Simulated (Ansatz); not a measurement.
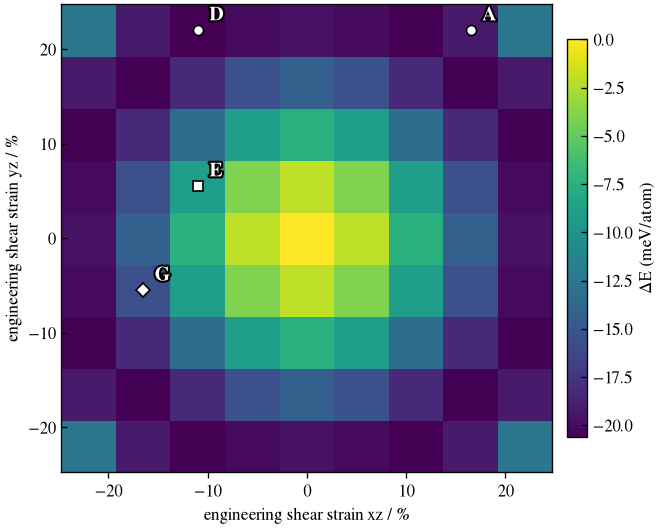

AgCl (Pm-3m, No. 221; 2 atoms in the cell). The energy is mapped over two homogeneous strains (x, y and z along the cube axes). The first coordinate is: engineering shear strain xz; the second: engineering shear strain yz. Nothing is relaxed (symmetry fixes all fractional coordinates). The scan uses a 9 × 9 grid; 15 points were computed and 66 follow by symmetry. Points are written as (first, second). All energies are given in meV/atom relative to the relaxed crystal. The lowest point has no gap; 69 points of the grid have one on the k-mesh. Theory: DFT PBEsol, scalar-relativistic, plane waves, PAW (Ansatz). Settings: cutoff 420 eV, k-mesh 10×10×10, gaussian smearing 0.05 eV, no spin polarisation.

In the figure: one coloured cell a grid point, lettered points.

**Is D the lowest point of the computed grid?**

Yes. D, at (−11.0 %, 22.0 %), has the lowest energy of the grid.

**What kind of point is each of E, G: minimum, saddle, maximum or slope?**

E: on a slope; G: on a slope. (In these two coordinates alone; a stationary point may lie a little off the grid point.)
